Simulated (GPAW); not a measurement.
GaN (P6_3mc): refractive index against wavelength

The refractive index of GaN (P6_3mc) along x below the direct gap (2.02 eV on the mesh) is read from one computed spectrum, n = √(Re ε). x, y and z are the Cartesian axes of the input cell.

Cell: a, b, c = 3.180, 3.180, 5.166 Å (primitive vectors), 4 atoms.

Method: GPAW 26.7.0, PBE, RPA, k-mesh 12×12×6, local fields up to 50 eV, Lorentzian half width 0.12 eV.

Launch of the response step: `OMP_NUM_THREADS=1 python df.py`. The run took 99 s, its band step included, on 1 thread of Arm Neoverse V2, on a shared host.

| wavelength (nm) | photon energy E (eV) | n |
| --- | --- | --- |
| 3000 | 0.413 | 2.3528 |
| 2000 | 0.620 | 2.3596 |
| 1550 | 0.800 | 2.3683 |
| 1310 | 0.946 | 2.3773 |
| 1064 | 1.165 | ? |

In the single-oscillator model n² − 1 = E₀E_d/(E₀² − E²), so 1/(n² − 1) = E₀/E_d − E²/(E₀E_d) is linear in E².

Working, on the rows shown:

| x = E² (eV²) | y = 1/(n² − 1) |
| --- | --- |
| 0.170801 | 0.220475 |
| 0.384302 | 0.218928 |
| 0.639837 | 0.216974 |
| 0.895757 | 0.214982 |

Means: x̄ = 0.52267, ȳ = 0.21784. Σ(x − x̄)(y − ȳ) = -0.002245, Σ(x − x̄)² = 0.2959. Slope = -0.002245 / 0.2959 = -0.007589; intercept = ȳ − slope · x̄ = 0.22181. Turned back into n, the line misses the rows shown by at most 0.00017.

What does the fit predict for the withheld row, and how well does it do?

At x = 1.3578 the line gives y = 0.2115, that is 2.3933. The run gave 2.3951, so the extrapolation is off by 0.0018, 4 % of the range in the table.

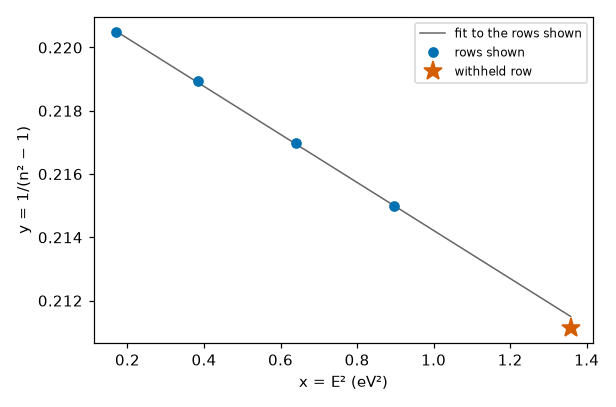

Refitted with all rows, the slope is -0.007883 and the intercept 0.22193. These give E₀ = √(intercept/−slope) = 5.31 eV and E_d = E₀/intercept = 23.9 eV; E₀ is 2.6 times the direct gap. The electronic limit at long wavelengths, without lattice vibrations, is n = √(1 + 1/intercept) = 2.346. The cell comes from an older database entry, whose edges can be off by a per cent or so. Excitons are left out; PBE gaps are as a rule too small. The values come from a sum over the points of one k-mesh and carry its error, which grows as the direct gap shrinks. Spin-orbit coupling is left out.
